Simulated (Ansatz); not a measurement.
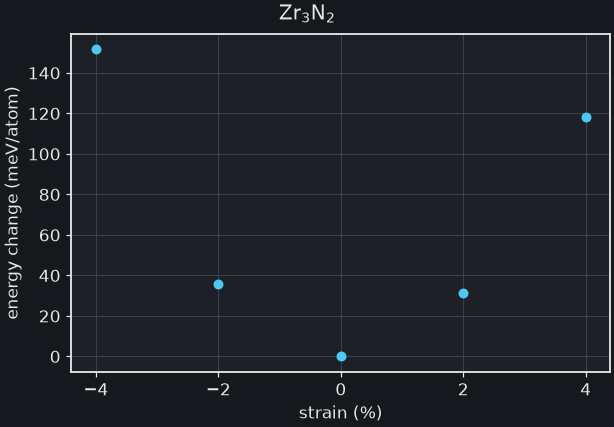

The plot gives the computed energy change against strain for Zr₃N₂, space group R-3c (No. 167).

Structure:
```xyz
10
Lattice="2.7995 1.6163 5.1937 -2.7995 1.6163 5.1937 0.0000 -3.2325 5.1937" Properties=species:S:1:pos:R:3 pbc="T T T"
Zr    0.9797   -1.6163    6.4921
Zr   -1.8896   -0.0403    6.4921
Zr    0.9099    1.6566    6.4921
Zr   -0.9099   -1.6566    9.0889
Zr    1.8896    0.0403    9.0889
Zr   -0.9797    1.6163    9.0889
N     0.0000    0.0000    5.2768
N     0.0000    0.0000    2.5137
N     0.0000    0.0000   13.0673
N     0.0000    0.0000   10.3042
```

Method: energy, stress and cell of a relaxed crystal along a series of strains, atoms and what the cell freedom names relaxed within the symmetry; stress is positive in compression; plane waves with PAW datasets, Γ-centred k mesh; energies extrapolated to zero smearing (Ansatz 0.2.0). Level: PBEsol, no spin polarisation.

wave cutoff 420 eV; k mesh 12×12×12; occupations Gaussian; smearing width 0.1 eV; strain kind isotropic; cell freedom cell held, all vectors scaled.

From this curve and the settings, what does the calculation give for the stress xx and stress zz at the same points?

The stress xx falls from 33.11 GPa at strain −4 % to −19.42 GPa at 4 %, and changes sign near 0 %. The stress zz falls from 33.16 GPa at strain −4 % to −19.49 GPa at 4 %, and changes sign near 0 %.

| strain (%) | stress xx (GPa) | stress zz (GPa) |
| --- | --- | --- |
| −4 | 33.11 | 33.16 |
| −2 | 14.49 | 14.51 |
| 0 | 0.00 | −0.01 |
| 2 | −11.09 | −11.15 |
| 4 | −19.42 | −19.49 |
